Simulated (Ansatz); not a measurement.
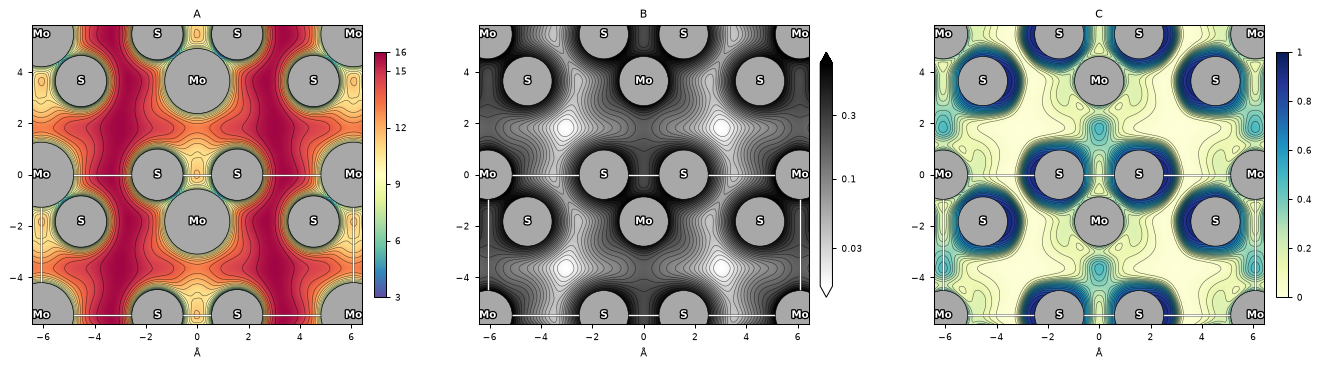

MoS2: 3 fields on the (110) plane of the conventional cell, with unlabelled colour scales. Grey discs cover the atomic cores.

Space group P6₃/mmc; a structure from a database of computed crystals, not necessarily the ambient phase; computed pressure about 3 GPa in this cell; computed without spin polarisation.

These are results of DFT r2SCAN, scalar-relativistic, plane waves, PAW in Ansatz 0.2.0, not measurements.

Question: The panels show electron localisation function, electrostatic potential energy of an electron and valence pseudo-density in some order. Assign them.

Answer: Panel A: electrostatic potential energy of an electron (low next to the atoms, rising into the space between them). Panel B: valence pseudo-density. Panel C: electron localisation function. From the grid: Mo–S (2.40 Å): ρ at the midpoint is about 0.62 e/Å³; the ELF peaks at about 0.85 in the valence shell of S, 0.8 Å from its nucleus, and is about 0.45 at the midpoint.
